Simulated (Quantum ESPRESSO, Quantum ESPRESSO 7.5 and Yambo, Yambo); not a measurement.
# Quasiparticle gap of SiC (P6_3mc) in Yambo

Wanted: ground state, empty states, screening and self-energy for SiC (P6_3mc).

Program: Quantum ESPRESSO 7.5 and Yambo 5.3.0. Level of theory: PBE and many-body steps on it, plane waves. Results are calculated unless marked as measured.

**The experiments to reproduce.**

- Gap 3.26 eV: band gap at cryogenic temperature; bulk crystal (literature value) (quoted in “Silicon carbide diodes for neutron detection”, 2020, arxiv:2009.14696).

- Gap 3.2 eV: experimental band gap quoted from earlier work; bulk crystal (quoted in “Local vibrational modes of Si vacancy spin qubits in SiC”, 2020, arxiv:2002.00067).

- Gap 3.285 eV: band gap at low temperature, quoted from earlier experiments; bulk crystal (quoted in “Excitation properties of the divacancy in 4H-SiC”, 2018, arxiv:1804.01167).

This is a report of a sequence of runs, with most program output left out.

### Step 1. The structure

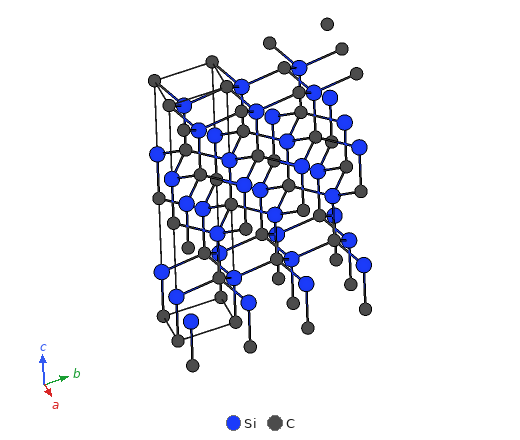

The cell as given, slightly off an axis (silicon blue, carbon dark grey). 2×3×1 cells are drawn. Bonds to atoms that aren't drawn are left out. Some periodic images of atoms are drawn too.

The cell and positions are those that the Materials Project relaxed with its own functionals (PBE, PBE+U or r2SCAN), kept fixed.

### Step 2. Ground state

This step: Quantum ESPRESSO 7.5; DFT, PBE, plane waves, norm-conserving pseudopotentials.

The ground-state density comes first.

pw.in

```
&control
  calculation = 'scf'
  prefix = 'x'
  outdir = 'o'
  pseudo_dir = 'pseudo'
/
&system
  ibrav = 0
  nat = 8
  ntyp = 2
  ecutwfc = 74.0
  nbnd = 24
  force_symmorphic = .true.
/
&electrons
  conv_thr = 1e-10
  electron_maxstep = 80
  mixing_beta = 0.5
/
ATOMIC_SPECIES
  Si 28.085 Si.upf
  C 12.011 C.upf
CELL_PARAMETERS angstrom
  3.0756941497 -0.0000000000 0.0000000000
  -1.5378470748 2.6636292679 0.0000000000
  0.0000000000 0.0000000000 10.0706464800
ATOMIC_POSITIONS crystal
  Si 0.6666666667 0.3333333333 0.9378419800
  Si 0.3333333333 0.6666666667 0.4378419800
  Si 0.0000000000 0.0000000000 0.6878943800
  Si 0.0000000000 0.0000000000 0.1878943800
  C 0.6666666667 0.3333333333 0.7498025900
  C 0.3333333333 0.6666666667 0.2498025900
  C 0.0000000000 0.0000000000 0.5004600500
  C 0.0000000000 0.0000000000 0.0004600500
K_POINTS automatic
  6 6 2 0 0 0
```

Run with:

```console
OMP_NUM_THREADS=1 mpirun -n 4 pw.x -nk 4 -in pw.in > pw.out
```

Run time: 14 s. Hardware: 4 MPI ranks of Arm Neoverse V1, shared host; peak memory 0.36 GiB; 54 s of CPU time.

This step gave:

```
total energy               : -1117.8116 eV
gap                        : 2.228 eV
k of the valence top       : 0, 0, 0
k of the conduction bottom : 0, -0.5, 0
least direct gap           : 3.353 eV
```

The gap is indirect, with the least direct gap 1.13 eV higher.

### Step 3. Bands along the symmetry lines

Levels along a band path, at the cheap level, show where the edges lie and whether the meshes to come will hold them.

pw.in

```
&control
  calculation = 'bands'
  prefix = 'x'
  outdir = 'o'
  pseudo_dir = 'pseudo'
/
&system
  ibrav = 0
  nat = 8
  ntyp = 2
  ecutwfc = 74.0
  nbnd = 22
  force_symmorphic = .true.
/
&electrons
  conv_thr = 1e-9
  electron_maxstep = 80
  diago_full_acc = .true.
  diago_thr_init = 5e-6
/
ATOMIC_SPECIES
  Si 28.085 Si.upf
  C 12.011 C.upf
CELL_PARAMETERS angstrom
  3.0756941497 -0.0000000000 0.0000000000
  -1.5378470748 2.6636292679 0.0000000000
  0.0000000000 0.0000000000 10.0706464800
ATOMIC_POSITIONS crystal
  Si 0.6666666667 0.3333333333 0.9378419800
  Si 0.3333333333 0.6666666667 0.4378419800
  Si 0.0000000000 0.0000000000 0.6878943800
  Si 0.0000000000 0.0000000000 0.1878943800
  C 0.6666666667 0.3333333333 0.7498025900
  C 0.3333333333 0.6666666667 0.2498025900
  C 0.0000000000 0.0000000000 0.5004600500
  C 0.0000000000 0.0000000000 0.0004600500
K_POINTS crystal
  75
  0.00000000 0.00000000 0.00000000 1
  0.06250000 0.00000000 0.00000000 1
  0.12500000 0.00000000 0.00000000 1
  0.18750000 0.00000000 0.00000000 1
  0.25000000 0.00000000 0.00000000 1
  0.31250000 0.00000000 0.00000000 1
  0.37500000 0.00000000 0.00000000 1
  0.43750000 0.00000000 0.00000000 1
  0.50000000 0.00000000 0.00000000 1
  0.47916667 0.04166667 0.00000000 1
  0.45833333 0.08333333 0.00000000 1
  0.43750000 0.12500000 0.00000000 1
  0.41666666 0.16666666 0.00000000 1
  0.39583333 0.20833333 0.00000000 1
  0.37500000 0.25000000 0.00000000 1
  0.35416666 0.29166666 0.00000000 1
  0.33333333 0.33333333 0.00000000 1
  0.29166666 0.29166666 0.00000000 1
  0.25000000 0.25000000 0.00000000 1
  0.20833333 0.20833333 0.00000000 1
  0.16666666 0.16666666 0.00000000 1
  0.12500000 0.12500000 0.00000000 1
  0.08333333 0.08333333 0.00000000 1
  0.04166667 0.04166667 0.00000000 1
  0.00000000 0.00000000 0.00000000 1
  0.00000000 0.00000000 0.06250000 1
  0.00000000 0.00000000 0.12500000 1
  0.00000000 0.00000000 0.18750000 1
  0.00000000 0.00000000 0.25000000 1
  0.00000000 0.00000000 0.31250000 1
  0.00000000 0.00000000 0.37500000 1
  0.00000000 0.00000000 0.43750000 1
  0.00000000 0.00000000 0.50000000 1
  0.06250000 0.00000000 0.50000000 1
  0.12500000 0.00000000 0.50000000 1
  0.18750000 0.00000000 0.50000000 1
  0.25000000 0.00000000 0.50000000 1
  0.31250000 0.00000000 0.50000000 1
  0.37500000 0.00000000 0.50000000 1
  0.43750000 0.00000000 0.50000000 1
  0.50000000 0.00000000 0.50000000 1
  0.47916667 0.04166667 0.50000000 1
  0.45833333 0.08333333 0.50000000 1
  0.43750000 0.12500000 0.50000000 1
  0.41666666 0.16666666 0.50000000 1
  0.39583333 0.20833333 0.50000000 1
  0.37500000 0.25000000 0.50000000 1
  0.35416666 0.29166666 0.50000000 1
  0.33333333 0.33333333 0.50000000 1
  0.29166666 0.29166666 0.50000000 1
  0.25000000 0.25000000 0.50000000 1
  0.20833333 0.20833333 0.50000000 1
  0.16666666 0.16666666 0.50000000 1
  0.12500000 0.12500000 0.50000000 1
  0.08333333 0.08333333 0.50000000 1
  0.04166667 0.04166667 0.50000000 1
  0.00000000 0.00000000 0.50000000 1
  0.50000000 0.00000000 0.50000000 1
  0.50000000 0.00000000 0.43750000 1
  0.50000000 0.00000000 0.37500000 1
  0.50000000 0.00000000 0.31250000 1
  0.50000000 0.00000000 0.25000000 1
  0.50000000 0.00000000 0.18750000 1
  0.50000000 0.00000000 0.12500000 1
  0.50000000 0.00000000 0.06250000 1
  0.50000000 0.00000000 0.00000000 1
  0.33333333 0.33333333 0.50000000 1
  0.33333333 0.33333333 0.43750000 1
  0.33333333 0.33333333 0.37500000 1
  0.33333333 0.33333333 0.31250000 1
  0.33333333 0.33333333 0.25000000 1
  0.33333333 0.33333333 0.18750000 1
  0.33333333 0.33333333 0.12500000 1
  0.33333333 0.33333333 0.06250000 1
  0.33333333 0.33333333 0.00000000 1
```

It took 19 s on 4 MPI ranks; peak memory 0.3 GiB.

This step gave:

```yaml
gap: 2.228 eV
k_of_the_valence_top: 0, 0, 0
k_of_the_conduction_bottom: 0.5, 0, 0
least_direct_gap: 3.353 eV
```

The gap is 2.228 eV, as in the run before at this level.

Electronic bands along the path, in eV, zero at the top of the highest filled band:

| point | band 13 | band 14 | band 15 | band 16 | band 17 | band 18 | band 19 | band 20 |
| --- | --- | --- | --- | --- | --- | --- | --- | --- |
| Γ | -0.58 | -0.05 | 0.00 | 0.00 | 5.11 | 5.69 | 6.31 | 6.34 |
| M | -2.37 | -2.23 | -1.58 | -1.13 | 2.23 | 2.36 | 4.24 | 4.76 |
| K | -4.00 | -2.88 | -2.88 | -1.68 | 3.98 | 3.98 | 5.20 | 5.60 |
| Γ | -0.58 | -0.05 | 0.00 | 0.00 | 5.11 | 5.69 | 6.31 | 6.34 |
| A | -0.21 | -0.21 | -0.21 | -0.21 | 5.32 | 5.32 | 6.78 | 6.78 |
| L | -2.51 | -2.51 | -1.56 | -1.56 | 2.64 | 2.64 | 4.22 | 4.22 |
| H | -2.76 | -2.76 | -2.46 | -2.46 | 3.25 | 3.25 | 6.69 | 6.69 |
| A | -0.21 | -0.21 | -0.21 | -0.21 | 5.32 | 5.32 | 6.78 | 6.78 |
| jump to L | -2.51 | -2.51 | -1.56 | -1.56 | 2.64 | 2.64 | 4.22 | 4.22 |
| M | -2.37 | -2.23 | -1.58 | -1.13 | 2.23 | 2.36 | 4.24 | 4.76 |
| jump to H | -2.76 | -2.76 | -2.46 | -2.46 | 3.25 | 3.25 | 6.69 | 6.69 |
| K | -4.00 | -2.88 | -2.88 | -1.68 | 3.98 | 3.98 | 5.20 | 5.60 |

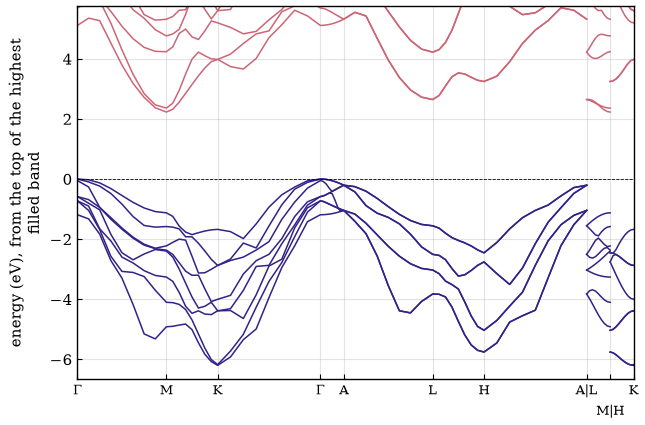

Electronic bands along the path; lines of filled and empty bands in two colours.

### Step 4. Empty states on the mesh, 3×3×2 mesh, 203 bands

The sums over transitions need many empty states on a uniform mesh; this step solves for them.

pw.in

```
&control
  calculation = 'nscf'
  prefix = 'x'
  outdir = 'o'
  pseudo_dir = 'pseudo'
/
&system
  ibrav = 0
  nat = 8
  ntyp = 2
  ecutwfc = 74.0
  nbnd = 203
  force_symmorphic = .true.
/
&electrons
  conv_thr = 1e-9
  electron_maxstep = 80
  diago_full_acc = .true.
  diago_thr_init = 5e-6
/
ATOMIC_SPECIES
  Si 28.085 Si.upf
  C 12.011 C.upf
CELL_PARAMETERS angstrom
  3.0756941497 -0.0000000000 0.0000000000
  -1.5378470748 2.6636292679 0.0000000000
  0.0000000000 0.0000000000 10.0706464800
ATOMIC_POSITIONS crystal
  Si 0.6666666667 0.3333333333 0.9378419800
  Si 0.3333333333 0.6666666667 0.4378419800
  Si 0.0000000000 0.0000000000 0.6878943800
  Si 0.0000000000 0.0000000000 0.1878943800
  C 0.6666666667 0.3333333333 0.7498025900
  C 0.3333333333 0.6666666667 0.2498025900
  C 0.0000000000 0.0000000000 0.5004600500
  C 0.0000000000 0.0000000000 0.0004600500
K_POINTS automatic
  3 3 2 0 0 0
```

Wall time 24 s (4 MPI ranks); peak memory 0.64 GiB.

Numbers from this step:

* gap: 3.011 eV
* k of the valence top: 0, 0, 0
* k of the conduction bottom: 0, 0.3333, 0
* least direct gap: 3.856 eV
* k points computed: 6
* lowest point of the top converged band, above the valence top: 82.2029 eV

On this mesh the gap is 3.011 eV. The earlier step found 2.228 eV, so this mesh misses an edge.

### Step 5. Conversion and set-up

This step: Yambo 5.3.0; conversion and set-up on PBE, plane waves, norm-conserving pseudopotentials.

The states are converted to the many-body program's format and the q mesh is built.

Run with:

```console
(cd o/x.save; p2y > p2y.log; mv SAVE ../..); yambo > setup.log
```

Run time: 2.2 s. Hardware: 1 MPI rank; peak memory 0.24 GiB.

### Step 6. Screening and self-energy, 3×3×2 mesh, 203 bands, screening to 163.3 eV

Now the one-shot GW correction: screening in the RPA, then the self-energy of the levels asked for.

This step: G0W0 on PBE, plane waves, norm-conserving pseudopotentials.

gw1.in

```
HF_and_locXC
gw0
dyson
ppa
em1d
rim_cut
RandQpts= 1000000
RandGvec= 1 RL
EXXRLvcs= 74 Ry
VXCRLvcs= 296 Ry
Chimod= "HARTREE"
% BndsRnXp
 1 | 203 |
%
NGsBlkXp= 12 Ry
% LongDrXp
 1 | 1 | 1 |
%
% GbndRnge
 1 | 203 |
%
DysSolver= "n"
ExtendOut
PPAPntXp= 27.21138 eV
% QPkrange
 1 | 6 | 7 | 24 |
%
```

Run with:

```console
OMP_NUM_THREADS=1 mpirun -n 4 yambo -F gw1.in -J gw1 -C gw1 > gw1.log
```

It took 12 min on 4 MPI ranks; peak memory 1.8 GiB; 49 min of CPU time.

This step gave:

* G0W0 gap on the mesh: 3.756 eV
* starting gap on the mesh: 3.011 eV
* k of the valence top: 0, 0, 0
* k of the conduction bottom: 0, 0.3333, 0
* least direct G0W0 gap on the computed points: 4.736 eV
* Z at the valence top: 0.7956
* Z at the conduction bottom: 0.8149

The gap on the mesh goes from 3.01 eV to 3.76 eV, a correction of +0.74 eV. The start differs from the 2.23 eV found before because the two sample other k points.

Limits: finite bands, cutoff and mesh; coarse k mesh. v1 is the top filled band, c1 the lowest empty one. The levels before and after the correction (eV, zero at the valence-band top of each column):

|  | conduction bottom | valence top |
| --- | --- | --- |
| Kohn-Sham | 3.01 | 0.00 |
| G0W0 | 3.76 | 0.00 |

|  | level | energy (eV) |
| --- | --- | --- |
| Kohn-Sham | Γ v3 | -0.053 |
| Kohn-Sham | Γ v2-v1 | 0.000 |
| Kohn-Sham | Γ c1 | 5.111 |
| Kohn-Sham | Γ c2 | 5.691 |
| Kohn-Sham | Γ c3 | 6.311 |
| Kohn-Sham | (0 0.333 0) v3 | -2.022 |
| Kohn-Sham | (0 0.333 0) v2 | -1.372 |
| Kohn-Sham | (0 0.333 0) v1 | -0.845 |
| Kohn-Sham | (0 0.333 0) c1 | 3.011 |
| Kohn-Sham | (0 0.333 0) c2 | 3.247 |
| Kohn-Sham | (0 0.333 0) c3 | 4.557 |
| G0W0 | Γ v3 | 0.000 |
| G0W0 | Γ v2-v1 | -0.023 |
| G0W0 | Γ c1 | 6.030 |
| G0W0 | Γ c2 | 6.601 |
| G0W0 | Γ c3 | 7.221 |
| G0W0 | (0 0.333 0) v3 | -2.298 |
| G0W0 | (0 0.333 0) v2 | -1.496 |
| G0W0 | (0 0.333 0) v1 | -0.980 |
| G0W0 | (0 0.333 0) c1 | 3.756 |
| G0W0 | (0 0.333 0) c2 | 3.998 |
| G0W0 | (0 0.333 0) c3 | 5.372 |

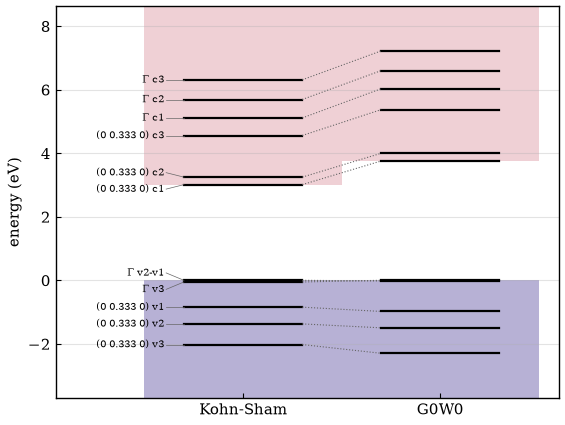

Levels before and after the correction. Shaded: valence and conduction bands.

### Step 7. Where the time went

Times are wall times on the hardware named with each run, good to a factor of about two.

| step | time | share | memory (GiB) |
| --- | --- | --- | --- |
| ground state | 14 s | 2 % | 0.36 |
| bands along the symmetry lines | 19 s | 2 % | 0.3 |
| empty states on the mesh | 24 s | 3 % | 0.64 |
| conversion and set-up | 2.2 s | 0 % | 0.24 |
| screening and self-energy | 12 min | 93 % | 1.8 |

### Step 8. Results

| Property | Result |
| --- | --- |
| PBE gap | 2.23 eV, indirect |
| G0W0 gap on the mesh | 3.76 eV |
| G0W0 gap over the zone (rigid shift) | 2.97 eV |
| GW settings | 3×3×2 mesh, 203 bands, screening to 163.3 eV, Godby-Needs plasmon pole |
| known limits | not at the basis limit; coarse k mesh |

**Reading.** G0W0 moves the gap on the mesh from 3.01 eV to 3.76 eV (+0.74 eV), with Z of 0.80 and 0.81 at the edges. The mesh misses the band edges by 0.78 eV in all; a rigid shift gives 2.97 eV for the zone. The dearest step here is «screening and self-energy». Against experiment, by G0W0@PBE: the gap of 2.97 eV lies −0.29 eV from the measured 3.26 eV (kind not stated, quoted 2020); the gap of 2.97 eV lies −0.23 eV from the measured 3.2 eV (kind not stated, quoted 2020); the gap of 2.97 eV lies −0.31 eV from the measured 3.285 eV (kind not stated, quoted 2018). The calculation has static nuclei and no excitons; a measured gap holds zero-point and thermal motion, which mostly lowers it. Bands and cutoff are finite, so the gap is not at the basis limit. The miss can reach some tenths of an eV and take either sign; the mesh is an error of its own. A denser mesh or path gives a starting gap of 2.23 eV: the GW mesh misses a band edge, so its gaps are not the fundamental one. The 3×3×2 mesh is coarse for this cell, which bears on the long-range parts of exchange and screening.

[Paths, hosts, dates, memory and timing lines, banners, echoed tables and standing remarks are left out of the program output.]

[Logs are printed without paths, hosts, clocks, repeated set-up lines and the standing remarks that a program may print on its own settings, such as how far it seeks lower states.]

[Runs of the session that timed out or met a known fault of the program may be left out.]

[Hosts, paths, dates, database ids (printed as entryN), source tags and the programs' standing remarks are cut or masked in the printed files.]
